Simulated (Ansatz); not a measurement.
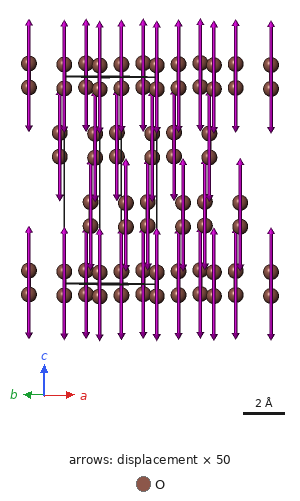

A relaxation of a crystal of O (set up in R-3m) (coarse preliminary run). The starting structure is drawn; purple arrows show the displacements (the part carried along by the change of the cell is left out), 50 times their true length.

A ball-and-stick model of the conventional cell (3 times the calculation's cell), repeated 3 × 2 × 1 with one cell outlined, seen from a free direction. Lengths and directions refer to the drawn axes.

Theory: DFT r2SCAN, scalar-relativistic, plane waves, PAW (Ansatz 0.2.0). Settings: plane-wave cutoff 500 eV; k-point mesh 12 × 12 × 12; occupations gaussian; smearing width 0.1 eV; collinear spin; cell and atoms relaxed; force threshold 0.05 eV/Å; at most 80 steps.

Q: Describe the change and its energy.

A: Over 6 accepted moves (8 points after the start) the energy falls by 103 meV per atom. The largest force component goes from 2 to 0.033 eV/Å. Pressure: 12.36 GPa at the start and 0.03 GPa at the end. At 2 points the geometry stayed and the basis and grid were re-selected for the new cell (energy shift of 11.1 meV per atom at most each time). The largest moves relative to the cell, 0.068 Å, are those of O atoms. The drawn cell changes as follows: a = b 2.847 → 3.423 Å (+20.3 %), c 10.225 → 11.631 Å (+13.8 %); the volume changes by +64.5 %. Near-neighbour distances that change, for instance: O–O 1.180 → 1.206 Å. The space group stays R-3m (No. 166).
